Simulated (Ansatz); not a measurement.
The calculation's input:

```
crystal:
  lattice:
    - [-2.37405, 2.37405, 3.744]
    - [2.37405, -2.37405, 3.744]
    - [2.37405, 2.37405, -3.744]
  atoms:
    - { symbol: Si, position: [0.0, 0.0, 0.0] }
    - { symbol: Si, position: [0.75, 0.25, 0.5] }
    - { symbol: O, position: [0.99838, 0.625, 0.87338] }
    - { symbol: O, position: [0.375, 0.24838, 0.37338] }
    - { symbol: O, position: [0.75162, 0.125, 0.12662] }
    - { symbol: O, position: [0.875, 0.00162, 0.62662] }
basis:
  ecutwfc: 500
kpoints:
  mp_grid: { grid: [8, 8, 8] }
hamiltonian:
  xc: r2scan
scf:
  occupations: { method: gaussian, width: 0.02 }
output:
  forces: true
  stress: true
  eigenvalues: true
  populations: true
  write_density: true
  write_potential: true
  elf: true
  volumetric_format: npy
```

Command:

```sh
ansatz run input.yaml --threads 1 --pin off --max-ram 2560MiB --backend cpu --events-out ev --progress --plain --runs-dir out
```

Below, planes, directions and counts refer to the conventional cell (a = 4.75 Å, b = 4.75 Å, c = 7.49 Å, α = 90.00°, β = 90.00°, γ = 90.00°).

Space group I-42d.

All numbers below come from Ansatz, DFT r2SCAN, scalar-relativistic, plane waves, PAW.

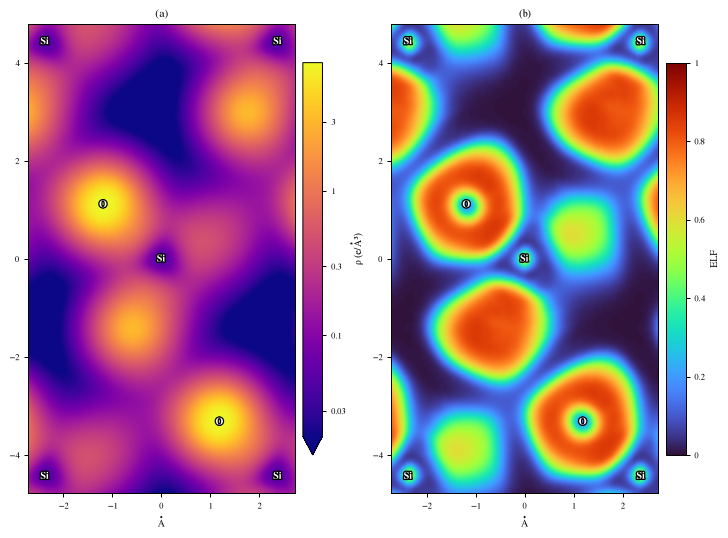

SiO$_{2}$. (a) valence pseudo-density; (b) electron localisation function on the (011) plane of the conventional cell.

Q: Interpret the plot.

A:
- Atoms in the plane: Si and O.
- Atoms just off the plane (O, 0.5 Å away) can leave unmarked features too.
- Si–O (1.62 Å): ρ at the midpoint is about 1.2 e/Å³; the ELF peaks at about 0.85 between the atoms (a polar covalent bond).
- Between the atoms the lowest density in this plane is 0.006 e/Å³.
- The ELF also peaks beside O, away from the bonds: lone-pair regions.
